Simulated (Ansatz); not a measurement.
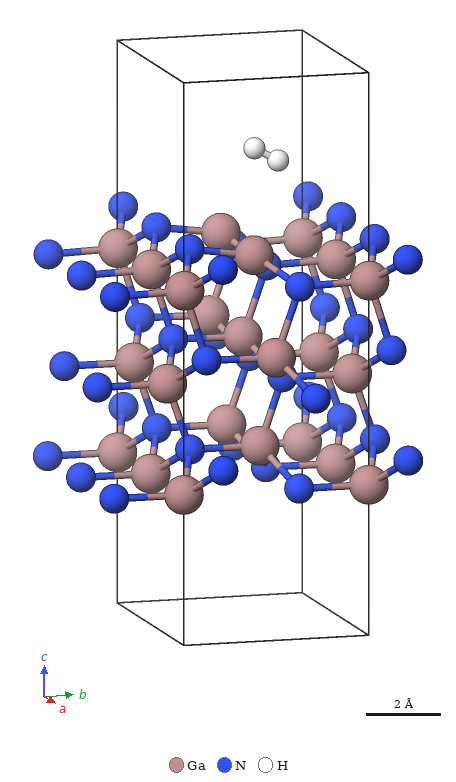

Figure 1. The structure as given in the input (ball-and-stick view of the cell of the calculation, with the vacuum cut short, seen slightly off an axis; bonded neighbours outside the cell are drawn too).

## Single-point calculation of Ga$_{6}$HN$_{6}$ (part 1 of 2)

Ga$_{6}$HN$_{6}$ (slab, 26 atoms in the cell), computed with DFT PBE+D3(BJ), scalar-relativistic, plane waves, PAW, no spin polarisation (Ansatz 0.2.0).

The structure derives from an entry of the Crystallography Open Database. It belongs to a series of runs on one base structure; here: the whole at its places in the relaxed adsorbed structure. Figures and captions count atoms from 1; the log counts them from 0 in places.

### Log
```
Engine: ansatz 0.2.0, x86_64-unknown-linux-gnu
Pseudopotentials: kind: paw
Pseudopotential: Ga, paw, valence charge 13, recommended cutoff 420 eV (normal), Ga.paw.azcp
Pseudopotential: N, paw, valence charge 5, recommended cutoff 420 eV (normal), N.paw.azcp
Pseudopotential: H, paw, valence charge 1, recommended cutoff 420 eV (normal), H.paw.azcp
Functional definition: PBE
  parameter kappa = 0.804
  parameter beta = 0.06672455060314922
  exchange = pbe_x(kappa = kappa, mu = beta*pi^2/3)
  correlation = pbe_c(beta = beta)
Crystal: 26 atoms, lattice volume = 814.474 Å³
Basis set: ecut = 420 eV, 15937 PW (Γ), exchange–correlation on 90×72×360 points (8 copies of the dense FFT grid, shifted against one another)
Bands: 135, of which v1, the nominal top of the filled ones, is band 109 counted from 1 (108 counted from 0)
Symmetry: 1 space group operations
Space group: P1 (ITA 1), of the structure as read, at distance tolerance 9.3e-5 Å
k-points: 5 of 9 (time reversal used)
Non-local potential: Ga, projectors of the file, l = 0: 2, l = 1: 2, l = 2: 3, l = 3: 1
Non-local potential: N, projectors of the file, l = 0: 2, l = 1: 2, l = 2: 1
Non-local potential: H, projectors of the file, l = 0: 2, l = 1: 1
PAW form: soft (Blöchl's): semilocal exchange-correlation on the pseudo side does not see the compensation charge
PAW one-centre angular grid: Ga, 590 points (default); XC on 64 Gauss nodes
PAW one-centre angular grid: N, 110 points (default); XC on 64 Gauss nodes
PAW one-centre angular grid: H, 110 points (default); XC on 64 Gauss nodes
Initial density: superposition of atomic densities (neutral atoms: chi_scale 0, normalization atom), corrected by the library's trained network
Initial wavefunctions: pseudopotential atomic-orbital guess
Functional: x = pbe(κ = 0.804, μ = 0.2195149727645171), c = pbe(β = 0.06672455060314922)
SCF iter   1: F=—  HF=-50043.852332 eV  |F-HF|=—  |Δ(HF+E_count)|=         —  Δρ=2.05e-3  dr2=9.18e-2  ethr=1.77e-3  p=-0.001 e·Å  D=-3.00e-4 V/Å  ΔV_dip=0.01 eV  dr2_dipole=3.52e-3  V_vac-E_F(+/−)=4.50/4.49 eV  ⟨swp⟩=6.6  Hψ=2727  notcnv=0  defer=75
efield: sawtooth ramp at fractional position 0.9805 (placed from the atoms, in the widest stretch of the axis that holds none; the zero of the levels goes with the place), width 0.0400; the density the first Hamiltonian is built on has a dipole p = -0.001 e·Å; the dipole correction subtracts the counter field D = -3.00e-4 V/Å, which shifts the + side's vacuum level by +0.01 eV against the − side's; the planar-averaged density in the ramp window peaks in size at 2.2e-5 e/Å³
preconditioner: auto → Resta (q_TF=auto, 2.190 Å⁻¹)  ε∞=2.5  [insulator: Δε(μ)=0.751 eV  Ē_g=15.533 eV  σ=0.050 eV  W_gap=1.00  n_scr=142 (ndim 8)  ℏωp=19.2 eV  f_vac=0.605  D(μ)=0.00/eV (n_scr^D=0)  ε∞_Penn≈2.5  vacuum switching on, ρ_ref=1.7e-2 e/Å³]
SCF iter   2: F=—  HF=-50043.844347 eV  |F-HF|=—  |Δ(HF+E_count)|=   7.99e-3  Δρ=1.10e-3  dr2=1.30e-2  ethr=4.21e-5  p=0.036 e·Å  D=7.99e-3 V/Å  ΔV_dip=-0.20 eV  dr2_dipole=2.18e-4  V_vac-E_F(+/−)=4.48/4.68 eV  ⟨swp⟩=2.0  Hψ=985  notcnv=0  defer=110
SCF iter   3: F=—  HF=-50043.844046 eV  |F-HF|=—  |Δ(HF+E_count)|=   3.02e-4  Δρ=5.21e-4  dr2=2.99e-3  ethr=5.98e-6  p=0.027 e·Å  D=5.91e-3 V/Å  ΔV_dip=-0.14 eV  dr2_dipole=4.76e-5  V_vac-E_F(+/−)=4.52/4.66 eV  ⟨swp⟩=2.0  Hψ=1071  notcnv=0  defer=110
SCF iter   4: F=—  HF=-50043.844648 eV  |F-HF|=—  |Δ(HF+E_count)|=   6.03e-4  Δρ=3.46e-4  dr2=1.19e-3  ethr=1.37e-6  p=0.028 e·Å  D=6.33e-3 V/Å  ΔV_dip=-0.15 eV  dr2_dipole=2.33e-5  V_vac-E_F(+/−)=4.51/4.67 eV  ⟨swp⟩=2.2  Hψ=949  notcnv=0  defer=110
SCF iter   5: F=—  HF=-50043.844728 eV  |F-HF|=—  |Δ(HF+E_count)|=   7.98e-5  Δρ=1.11e-4  dr2=1.21e-4  ethr=5.46e-7  p=0.032 e·Å  D=7.03e-3 V/Å  ΔV_dip=-0.17 eV  dr2_dipole=2.13e-8  V_vac-E_F(+/−)=4.52/4.69 eV  ⟨swp⟩=2.2  Hψ=829  notcnv=0  defer=110
SCF iter   6: F=—  HF=-50043.844748 eV  |F-HF|=—  |Δ(HF+E_count)|=   1.94e-5  Δρ=4.46e-5  dr2=1.65e-5  ethr=5.53e-8  p=0.032 e·Å  D=7.05e-3 V/Å  ΔV_dip=-0.17 eV  dr2_dipole=1.71e-7  V_vac-E_F(+/−)=4.52/4.69 eV  ⟨swp⟩=3.0  Hψ=1081  notcnv=0  defer=110
SCF iter   7: F=—  HF=-50043.844992 eV  |F-HF|=—  |Δ(HF+E_count)|=   2.44e-4  Δρ=2.04e-5  dr2=3.94e-6  ethr=7.55e-9  p=0.031 e·Å  D=6.98e-3 V/Å  ΔV_dip=-0.17 eV  dr2_dipole=3.29e-7  V_vac-E_F(+/−)=4.52/4.69 eV  ⟨swp⟩=2.4  Hψ=1134  notcnv=0  defer=110
SCF iter   8: F=—  HF=-50043.844993 eV  |F-HF|=—  |Δ(HF+E_count)|=   1.01e-6  Δρ=6.60e-6  dr2=2.81e-7  ethr=1.81e-9  p=0.032 e·Å  D=7.04e-3 V/Å  ΔV_dip=-0.17 eV  dr2_dipole=1.64e-8  V_vac-E_F(+/−)=4.52/4.69 eV  ⟨swp⟩=2.0  Hψ=760  notcnv=0  defer=110
SCF iter   9: F=-50043.844994 eV  HF=-50043.844994 eV  |F-HF|=2.09e-8  |Δ(HF+E_count)|=   4.60e-7  Δρ=2.63e-6  dr2=5.09e-8  ethr=4.59e-11  p=0.032 e·Å  D=7.03e-3 V/Å  ΔV_dip=-0.17 eV  dr2_dipole=3.59e-9  V_vac-E_F(+/−)=4.52/4.69 eV  ⟨swp⟩=21.4  Hψ=3972  notcnv=0
SCF 1 converged in 9 iterations: F = -50043.844994 eV  dr2 = 5.09e-8
  greatest PAW one-centre occupation: 0.996 electrons in one spin orbital (limit 2), on the Ga atom at site 16 (counted from 0), in its partial waves of l = 2
```

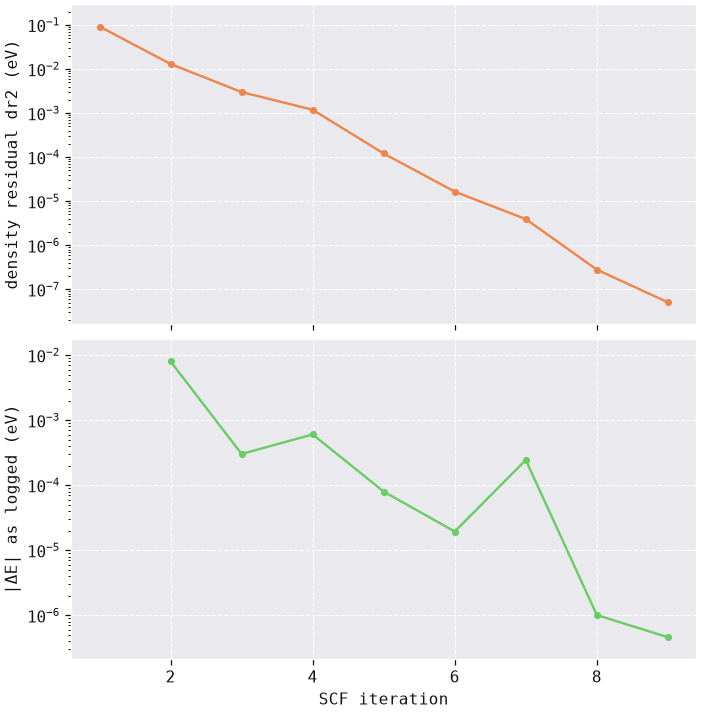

Figure 2. Convergence of the self-consistent field: density residual dr2 and size of the energy change against the SCF iteration. The residual falls at every step.

```
SCF converged after 9 iterations
Free energy (F): -50043.844994 eV
Harris-Foulkes:  -50043.844994 eV  (|F-HF|=2.09e-8)
Internal energy: -50043.844994 eV  (E = F + TS)
E sigma→0 (E₀):  -50043.844994 eV
Fermi energy:    0.508090 eV
Dipole field:    D = 0.007067 V/Å  (p = 0.031811 e·Å, saw-weighted, corrected)
Work function:   Φ+ = 4.5224 eV   Φ− = 4.6953 eV
Levels:          The Fermi level and band energies are counted from a zero that moves with the ramp; work functions are not
--- Per-component energies (eV) ---
  E_band       = -2216.497153
  E_kinetic    = 2973.337657
  E_local      = -259497.972817  (includes V_loc(G=0)·N_el)
  E_nonlocal   = 5690.171905
  E_hartree    = 127737.090381
  E_xc         = -1556.685094
  E_vxc        = -1622.576535  (∫ρ·V_xc dr)
  E_paw        = -25435.904260  (= ΣΔE_a)
  E_vpaw       = -5235.175913  (= ΣTr[D̂ρ^β])
  E_aug_tail   = -0.002004  (compensation charges beyond the density's cutoff)
  E_efield     = 0.000112  (sawtooth field / dipole correction)
  E_vefield    = 1.533396  (∫n·V_field dr)
  E_ewald      = 100050.742890
  E_disp       = -4.623763  (pairwise vdW)
  E_smearing   = -0.000000  (= −TS)
  E_closure    = 0.000000  (closes the sum)
  Σ components = -50043.844994   (vs F -50043.844994, Δ=0.00e0)
--- Forces (eV/Å), atoms counted from 1 ---
  atom   1  Ga    -0.00029492    -2.00700909     1.47571851
  atom   2  Ga     0.00032908    -2.00703126     1.47563533
  atom   3  N     -0.00002100     0.68030910     0.36900548
  atom   4  N      0.00000047     0.68033226     0.36896867
  atom   5  Ga    -0.00003695     1.09295971    -1.62102584
  atom   6  Ga    -0.00001383     1.09226696    -1.62723153
  atom   7  N     -0.00020545     0.51098999    -1.17999145
  atom   8  N     -0.00001722     0.50957889    -1.18180844
  atom   9  Ga    -0.00174443    -0.34707510     0.40153000
  atom  10  Ga    -0.00021415    -0.35091911     0.38522008
  atom  11  N     -0.00077347     0.06708836     0.57540136
  atom  12  N     -0.00080249     0.08159108     0.55560138
  atom  13  Ga     0.00237669    -0.00020249     0.00294488
  atom  14  Ga    -0.00143067    -0.00065573     0.00292453
  atom  15  N     -0.00110472    -0.00144759     0.00323374
  atom  16  N      0.00190703    -0.00094653     0.00113116
  atom  17  Ga     0.00734175     0.00534705    -0.00662102
  atom  18  Ga    -0.00705923     0.00629578    -0.00733954
  atom  19  N     -0.00214656    -0.00282998    -0.00049594
  atom  20  N      0.00337197    -0.00324803    -0.00217779
  atom  21  Ga     0.00202492    -0.00992906    -0.00025668
  atom  22  Ga    -0.00201501     0.00241217     0.00017958
  atom  23  N      0.00263603    -0.00957758    -0.00101879
  atom  24  N      0.00045189     0.00140312     0.00445497
  atom  25  H      0.00034392    -0.00021620     0.02125484
  atom  26  H     -0.00290403     0.01056614    -0.01526296
  max |Σ_I F_I| component: 5.29e-5 eV/Å
--- Band table (eV; the first three rows and the last of 5) ---
  k-point 0: bands = ["-16.2169", "-15.8945", "-15.6978", "-15.6133", "-15.5596", "-15.3486", "-15.3112", "-15.1963", "-15.1759", "-15.0873", "-14.6046", "-14.5270", "-14.2416", "-14.2274", "-14.2195", "-14.2072", "-14.1944", "-14.1759", "-14.1495", "-14.1460", "-14.0856", "-14.0816", "-14.0798", "-14.0730", "-14.0358", "-14.0184", "-13.8809", "-13.8748", "-13.8716", "-13.8702", "-13.8174", "-13.7937", "-13.7658", "-13.7654", "-13.7545", "-13.7058", "-13.6982", "-13.6733", "-13.6669", "-13.6645", "-13.6559", "-13.6445", "-13.6098", "-13.5942", "-13.5865", "-13.5445", "-13.5082", "-13.4600", "-13.3291", "-13.3209", "-13.3120", "-13.2647", "-13.2566", "-13.2171", "-13.1959", "-13.1696", "-13.1528", "-13.0998", "-13.0642", "-13.0282", "-12.9801", "-12.9738", "-12.5225", "-12.4825", "-12.4371", "-12.0718", "-11.7688", "-11.7558", "-11.6755", "-11.5021", "-11.3222", "-11.2279", "-7.1343", "-6.6604", "-6.3687", "-6.3484", "-6.3395", "-6.1298", "-5.8800", "-5.8770", "-5.1938", "-4.8385", "-4.7227", "-4.6345", "-4.5867", "-4.4039", "-3.8803", "-3.7399", "-3.6923", "-3.1499", "-2.9470", "-2.7877", "-2.5652", "-2.5534", "-2.4226", "-2.3701", "-1.7187", "-1.7014", "-1.6896", "-1.6755", "-1.2837", "-1.0510", "-0.7705", "-0.6859", "-0.5979", "-0.4262", "-0.3192", "-0.1367", "0.1286", "0.8876", "2.0801", "2.1667", "3.1770", "3.8432", "4.4691", "4.4862", "4.7231", "5.1242", "5.1968", "5.2584", "5.3186", "5.3621", "5.4689", "5.6846", "5.7756", "5.8585", "5.8765", "6.1524", "6.3496", "6.5902", "6.6244", "6.6991", "6.9280", "7.4275", "7.7178"]
  k-point 1: bands = ["-16.0247", "-15.7884", "-15.6707", "-15.5644", "-15.5256", "-15.3436", "-15.3350", "-15.1664", "-15.1599", "-15.0675", "-14.5362", "-14.4896", "-14.2349", "-14.2282", "-14.2250", "-14.2164", "-14.1923", "-14.1649", "-14.1566", "-14.1561", "-14.0866", "-14.0797", "-14.0749", "-14.0690", "-14.0386", "-14.0150", "-13.8677", "-13.8547", "-13.8530", "-13.8436", "-13.8255", "-13.8177", "-13.8014", "-13.7688", "-13.7626", "-13.7069", "-13.6998", "-13.6784", "-13.6728", "-13.6575", "-13.6540", "-13.6488", "-13.6023", "-13.5808", "-13.5642", "-13.5536", "-13.4568", "-13.4079", "-13.3335", "-13.3256", "-13.3142", "-13.2570", "-13.2426", "-13.2123", "-13.1648", "-13.1580", "-13.1446", "-13.1031", "-13.0680", "-13.0320", "-12.9811", "-12.9756", "-12.8194", "-12.4784", "-12.4244", "-12.3319", "-12.1645", "-11.9609", "-11.9358", "-11.7121", "-11.5359", "-11.2094", "-7.0232", "-6.7493", "-6.6129", "-6.4708", "-6.4310", "-6.0657", "-6.0350", "-5.6844", "-5.5953", "-5.4576", "-5.0443", "-3.7160", "-3.5286", "-3.3696", "-3.1991", "-3.0704", "-3.0256", "-2.9899", "-2.6038", "-2.5535", "-2.4587", "-2.3447", "-2.1575", "-2.1539", "-1.9414", "-1.8202", "-1.7373", "-1.6065", "-1.5546", "-1.4030", "-1.3005", "-0.7765", "-0.7282", "-0.6379", "-0.1963", "-0.1170", "-0.1038", "1.5712", "1.9602", "2.7179", "3.0844", "3.8682", "4.2737", "4.4013", "4.5279", "4.5340", "4.7972", "5.0592", "5.1873", "5.3597", "5.4806", "5.6168", "5.8641", "5.8672", "6.0701", "6.2905", "6.6210", "6.9688", "7.0616", "7.0928", "7.2654", "7.3195", "7.3241"]
```
